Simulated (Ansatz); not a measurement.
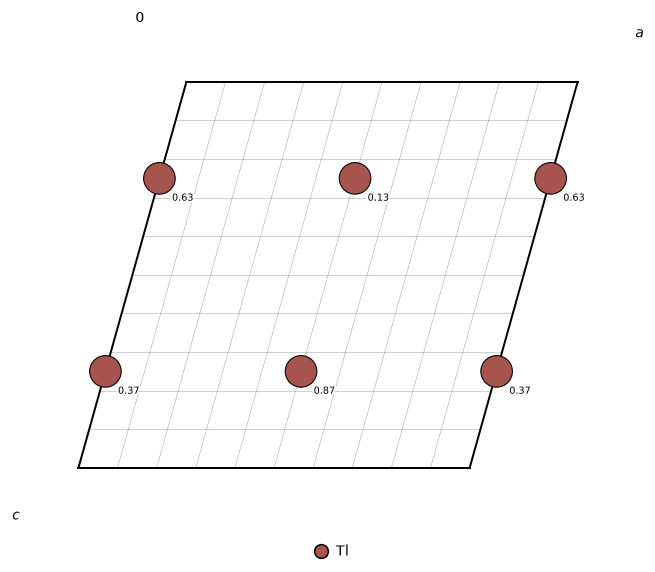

Plan of a unit cell projected along b (c down the page, a across); the numbers are heights as fractions of b, and atoms on the cell's edges are repeated. The grid marks tenths of c and a. Source: the end point of a relaxation with DFT, BLYP, plane waves (420 eV) with PAW, scalar-relativistic (Ansatz 0.2.0); the starting structure was generated, so it need not be a known form of this composition. Geometry calculated from the standardised cell; symmetry tolerance 0.002 Å.

a = 3.489 Å, b = 12.094 Å, c = 3.575 Å, α = 90.00°, β = 105.63°, γ = 90.00°.

What does the cell contain?

Answer. 4 Tl: Tl, Z = 4.

Which space group?

Answer. C2/c (No. 15), C-centred monoclinic.

Give the independent sites, coordinates to two places.

Answer.
| atom | site | symmetry | x | y | z |
| --- | --- | --- | --- | --- | --- |
| Tl | 4e | 2 | 0.00 | 0.37 | 0.75 |
